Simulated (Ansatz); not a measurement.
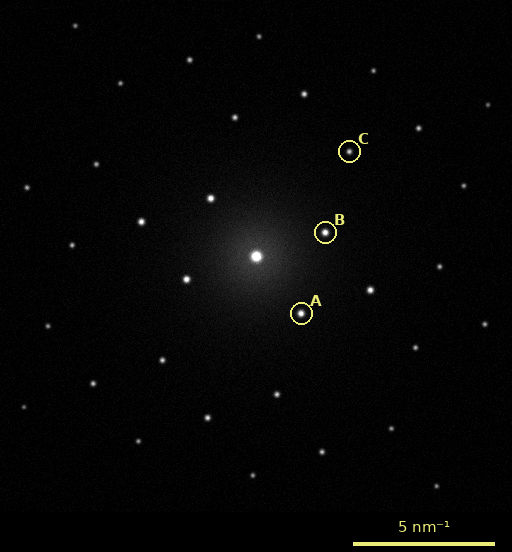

Computed electron diffraction pattern, 120 kV, single scattering only, B = 0.8 Å². The zone axis points towards the electron source and the pattern is seen from the source side.

Crystal: Y, space group Fd-3m (No. 227), a = 6.66 Å. Structure: the end point of a relaxation with Ansatz, DFT, LDA (PW92), plane waves (420 eV) with PAW, scalar-relativistic; the starting structure was generated, so it need not be a known form of this composition.

Spot A is indexed -1 1 -1 and spot B -1 1 1.

### Give hkl for C.

C = −A + 2B = -1 1 3 (d = 2.008 Å).

### Which zone axis is this?

The cross product of A and B is parallel to [110]; every spot obeys hu + kv + lw = 0.
